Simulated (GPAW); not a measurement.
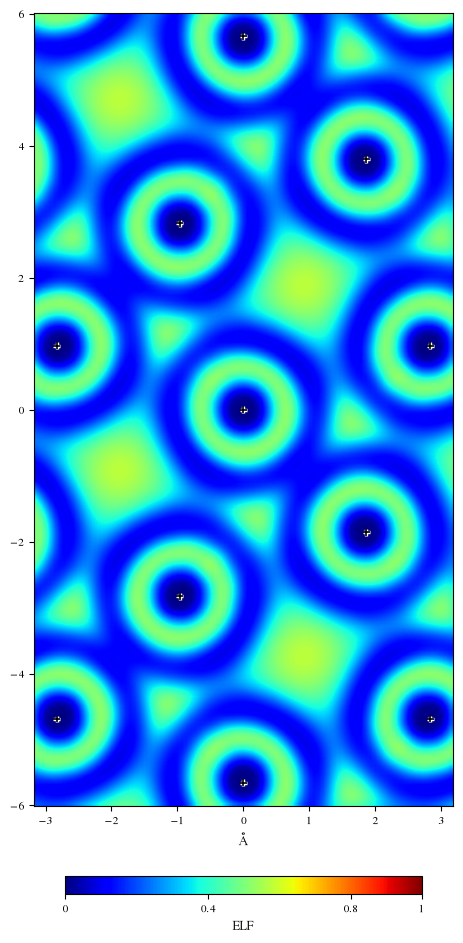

The electron localisation function on a plane through atoms (crosses mark nuclei in the plane).

Level of theory: Kohn-Sham DFT of a periodic cell, PBEsol, PAW data sets made by gpaw-setup for the functional (GPAW).

Candidates:
A. AlN, a = 3.11 Å, b = 3.11 Å, c = 4.98 Å, α = 90.00°, β = 90.00°, γ = 120.00°. Space group P6₃mc.
B. Te2Pt, a = 4.01 Å, b = 4.01 Å, c = 5.20 Å, α = 90.00°, β = 90.00°, γ = 120.00°. Space group P-3m1; not relaxed (largest force 0.7 eV/Å); computed pressure about 3 GPa in this cell.
C. Ti2B, a = 5.66 Å, b = 5.66 Å, c = 4.74 Å, α = 90.00°, β = 90.00°, γ = 90.00°. Space group I4/mcm; a structure from a database of computed crystals, not necessarily the ambient phase; computed pressure about −4 GPa in this cell.

### Which system is this?

Candidate C: Ti2B on the (001) plane of the conventional cell, which holds Ti. Ti–Ti (2.63 Å): the ELF is about 0.10 at the midpoint: no localised pair shows between them.
